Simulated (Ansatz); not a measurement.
Input file:

```
crystal:
  lattice:
    - [0.4685243847, 2.1826379872, 2.1826379872]
    - [2.1826379872, 0.4685243847, 2.1826379872]
    - [2.1826379872, 2.1826379872, 0.4685243847]
  atoms:
    - { symbol: Ir, position: [0.0, 0.0, 0.0] }
basis:
  ecutwfc: 500
kpoints:
  mp_grid: { grid: [30, 30, 30] }
hamiltonian:
  xc: r2scan
scf:
  occupations: { method: gaussian, width: 0.15 }
output:
  forces: true
  stress: true
  eigenvalues: true
  write_density: true
  write_potential: true
  elf: true
  volumetric_format: npy
```

Run with:

```sh
ansatz run input.yaml --threads 1 --pin off --max-ram 2560MiB --backend cpu --events-out ev --progress --plain --runs-dir out
```

Below, planes, directions and counts refer to the conventional cell (a = 2.42 Å, b = 2.42 Å, c = 8.37 Å, α = 90.00°, β = 90.00°, γ = 120.00°).

Space group R-3m; computed pressure about 65 GPa in this cell; computed without spin polarisation.

Theory: DFT r2SCAN, scalar-relativistic, plane waves, PAW (Ansatz).

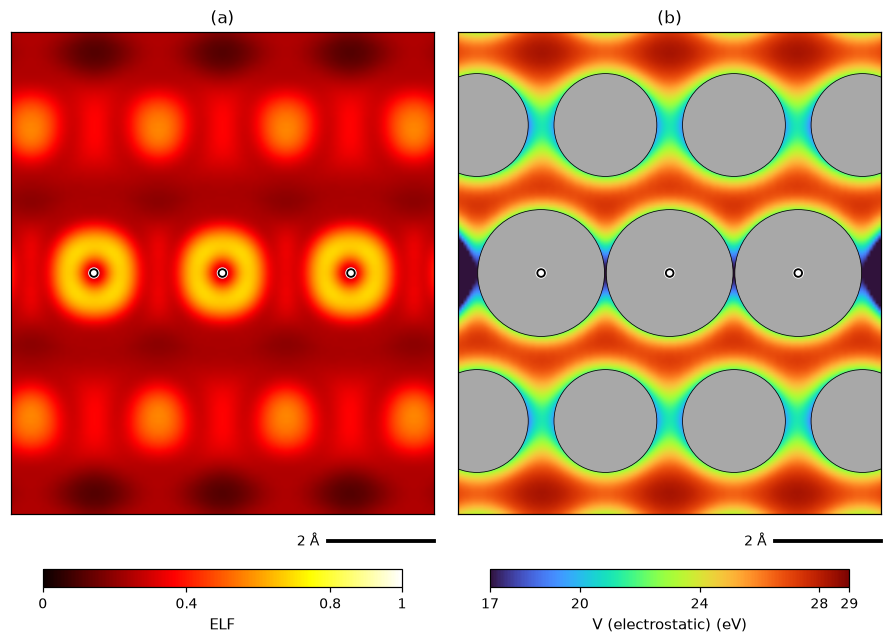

Ir. (a) electron localisation function; (b) electrostatic potential (local pseudopotential plus Hartree) felt by an electron on the (100) plane of the conventional cell. Circles mark the nuclei in the plane (Ir). Grey discs cover the atomic cores in the potential map.

Core electrons are frozen (PAW), and the valence fields are smoothed inside the atomic spheres.

Interpret the plot.

- The section cuts through Ir sites.
- Atoms just off the plane (Ir, 0.7 Å away) can leave unmarked features too.
- Ir–Ir (2.42 Å): the ELF is about 0.35 at the midpoint.
- The features right at Ir lie inside the PAW spheres, where the map follows smoothed inner orbitals and isn't to be read closely.
- Outside the cores the potential energy rises away from the atoms and is highest about 2.0 Å from the nearest atoms; its zero is arbitrary.
